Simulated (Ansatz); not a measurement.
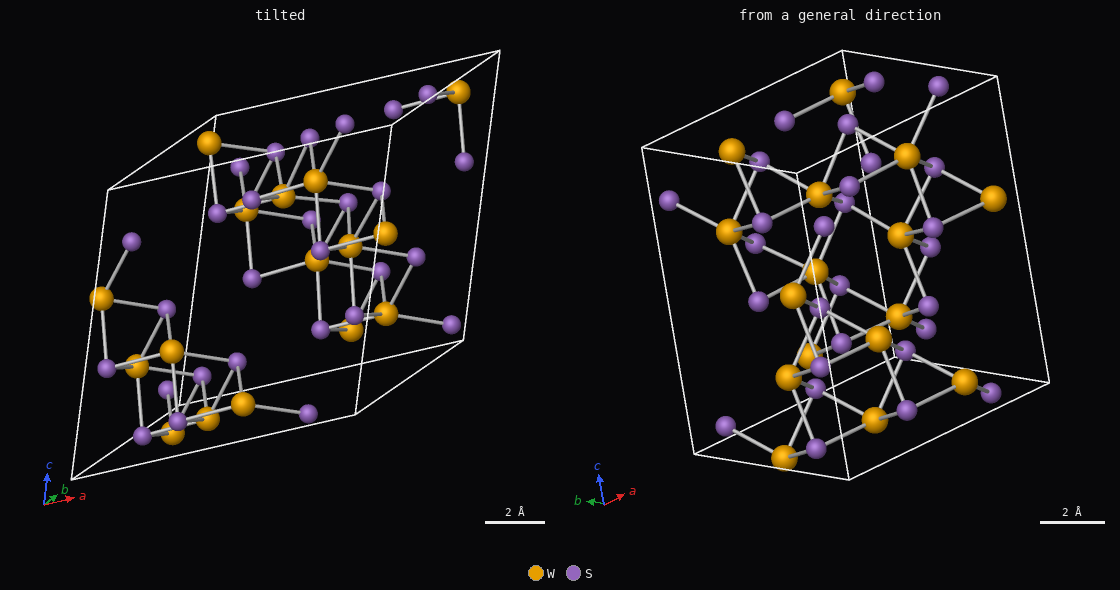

View slightly off an axis and from a general direction, drawn as a ball-and-stick model. One supercell is framed, with atoms on its boundary repeated. The host is WS2, in a cell of 39 sites, and the cell carries a charge of +2.

Question: How does this supercell depart from the perfect host?

Answer: A sulfur vacancy. Around the empty site lie three W at about 2.4 Å.

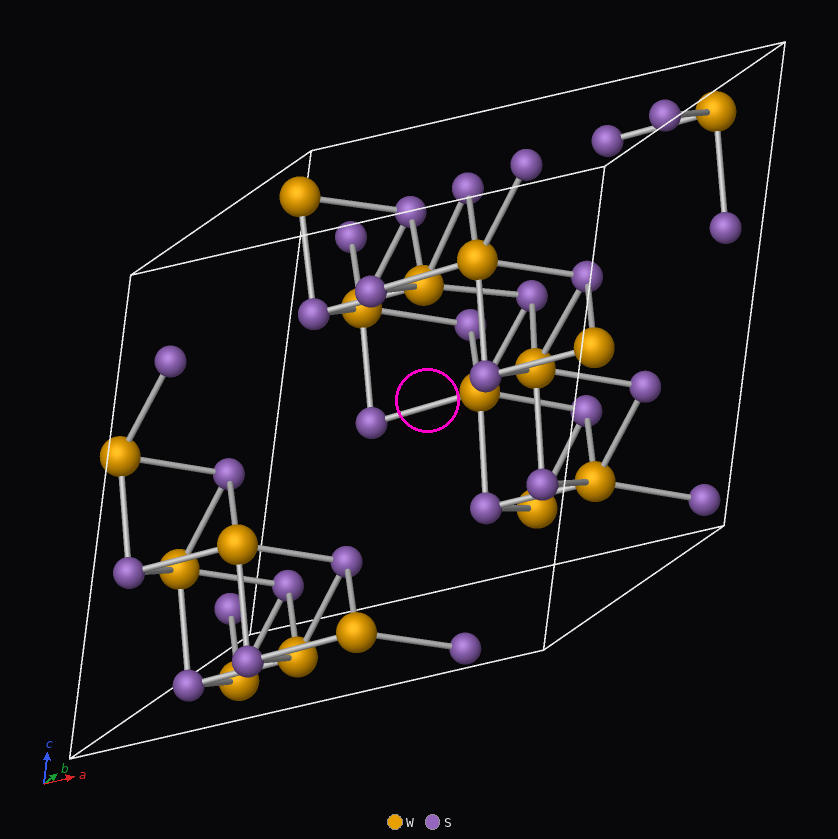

The same cell with a ring at the defect's site.

The atoms were relaxed in the host's cell with Ansatz, DFT PBE, scalar-relativistic, plane waves, PAW.
